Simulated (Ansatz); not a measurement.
## Electronic structure of Cd$_{2}$Se$_{3}$ in real space

```
Cd Se
1.0
     4.25813    0.00000    0.00000
    -2.12907    3.68765    0.00000
     0.00000    0.00000   24.87485
Cd Se
6 9
Direct
  0.00000 0.00000 0.23252
  0.66667 0.33333 0.56585
  0.33333 0.66667 0.89918
  0.66667 0.33333 0.10082
  0.33333 0.66667 0.43415
  0.00000 0.00000 0.76748
  0.66667 0.33333 0.28491
  0.33333 0.66667 0.61824
  0.00000 0.00000 0.95157
  0.00000 0.00000 0.04843
  0.66667 0.33333 0.38176
  0.33333 0.66667 0.71509
  0.33333 0.66667 0.16667
  0.00000 0.00000 0.50000
  0.66667 0.33333 0.83333
```

Space group R-3m; a generated structure, not necessarily the stable one.

Method: Ansatz, DFT PBE, scalar-relativistic, plane waves, PAW.

The density is the valence pseudo-density of a PAW calculation; it isn't the true density close to the nuclei.

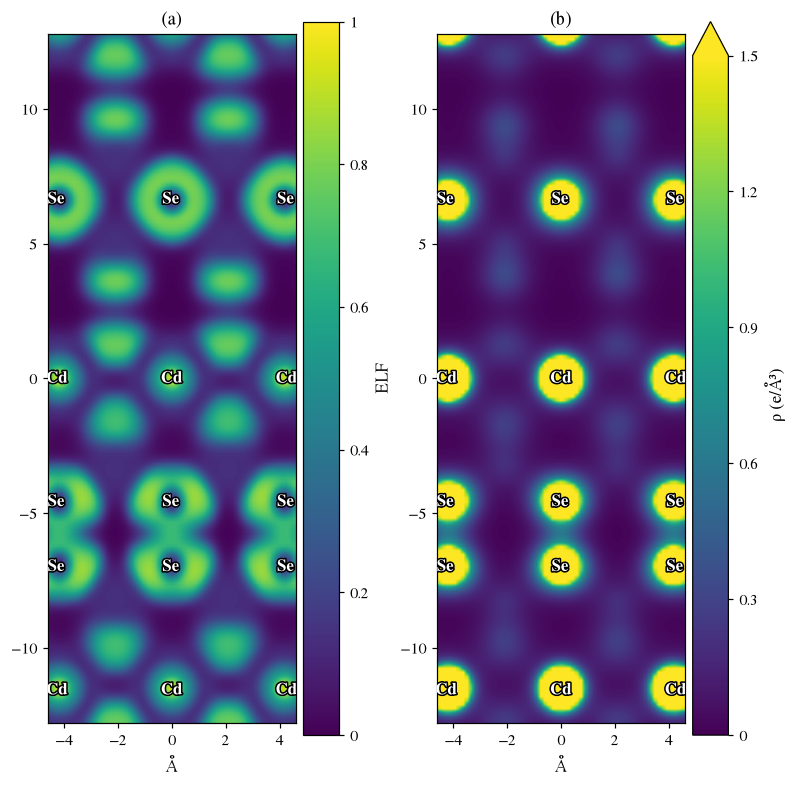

Figure 1. (a) ELF; (b) valence pseudo-density on the (010) plane of the conventional cell.

> Describe what can be read from this map.

- The plane passes through Cd and Se nuclei.
- Se–Se (2.41 Å): ρ is about 0.59 e/Å³ halfway; the ELF peaks at about 0.70 between the atoms.
- Between the atoms the lowest density in this plane is 0.008 e/Å³.
- The features right at Cd lie inside the PAW spheres, where the map follows smoothed inner orbitals and isn't to be read closely.

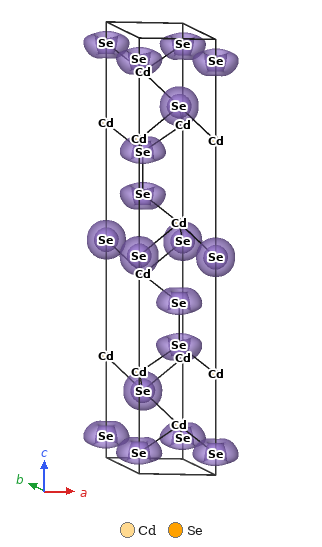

Figure 2. Isosurface of the ELF at 0.75 (purple), seen slightly off an axis. Only the valence region is drawn (cores and ρ < 0.01 e/Å³ removed). Sticks mark near contacts.

> Describe the localisation domains.

At this value the surface marks out nine regions wrapped around Se (the valence shell of each), counted in one cell of 15 atoms. Regions shared between cells count once. Profiles from the grid: Cd–Se (2.78 Å): the ELF is about 0.35 at the midpoint and 0.15 at its lowest between the atoms.

> Does the calculation make it a metal, or give it a gap?

It is metallic or semimetallic at this level of theory: no gap opens.

> How much charge does the calculation move between the atoms?

Electrons move from Cd towards Se. Bader charges: Cd +0.76 and Se −0.78 to −0.37 e.
